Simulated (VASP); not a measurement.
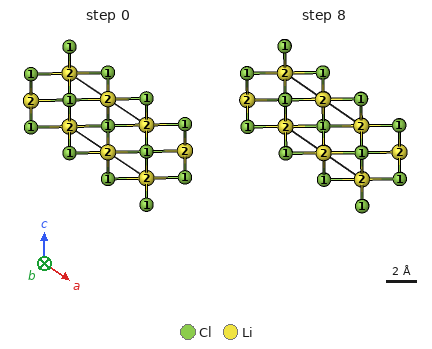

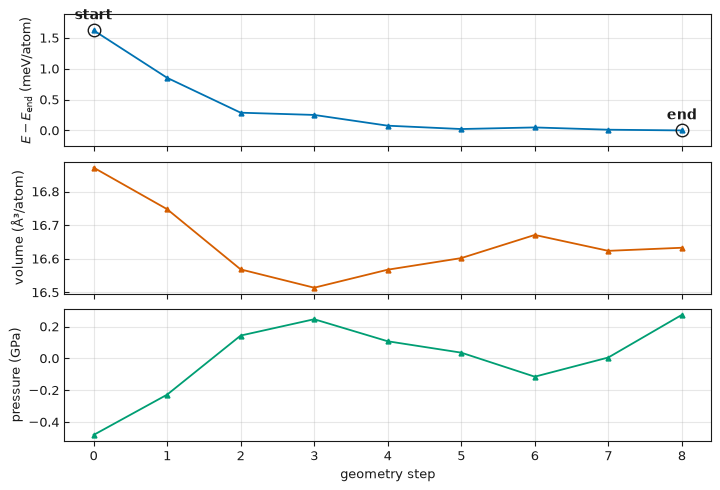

First and last geometry of a relaxation of solid LiCl (set up in P-1), with the history of the run. Style: ball-and-stick. Shown: the conventional cell (2 times the calculation's cell), along the b axis. Lengths and directions refer to the drawn axes.

The run lets cell and atoms move, from a strained start.

All numbers below come from Kohn-Sham DFT of a periodic cell, optB88-vdW, VASP PAW PBE potentials, materialsproject (VASP).

Input
```
PREC = Accurate
ENCUT = 600
EDIFF = 1E-6
ISMEAR = 0
SIGMA = 0.05
LREAL = F
LASPH = T
NELM = 60
ALGO = Normal
ISIF = 3
LWAVE = F
LCHARG = F
GGA = BO
LUSE_VDW = T
AGGAC = 0.0
PARAM1 = 0.1833333333
PARAM2 = 0.22
IBRION = 2
NSW = 40
EDIFFG = -0.005
```

Run as
```bash
cat potpaw_PBE.64/Cl/POTCAR potpaw_PBE.64/Li_sv/POTCAR > POTCAR
mpirun -np 1 vasp_std > vasp.out
```

Question: Did the run converge, and what did it change?

Answer: The run was cut off at its time limit before the relaxation converged, so the last structure is only a point on the way. The energy falls by 1.6 meV per atom in 8 geometry steps. All forces vanish by symmetry, so only the cell relaxes. Pressure: −0.48 GPa at the start and 0.27 GPa at the end. The atoms keep their places relative to the cell (all moves are under 0.005 Å). The volume changes by −1.4 %, with a 6.252 → 6.262 Å (+0.2 %), b 3.624 → 3.606 Å (−0.5 %), c 3.585 → 3.610 Å (+0.7 %), α 90.5° → 90.0°, β 123.8° → 125.3°, γ 89.9° → 90.0°. Some distances before and after: Cl1–Li2 2.597 → 2.555 Å, Cl1–Li2 (another image) 2.538 → 2.551 Å, Cl1–Li2 (another image) 2.560 → 2.552 Å. The space group stays P-1 (No. 2).
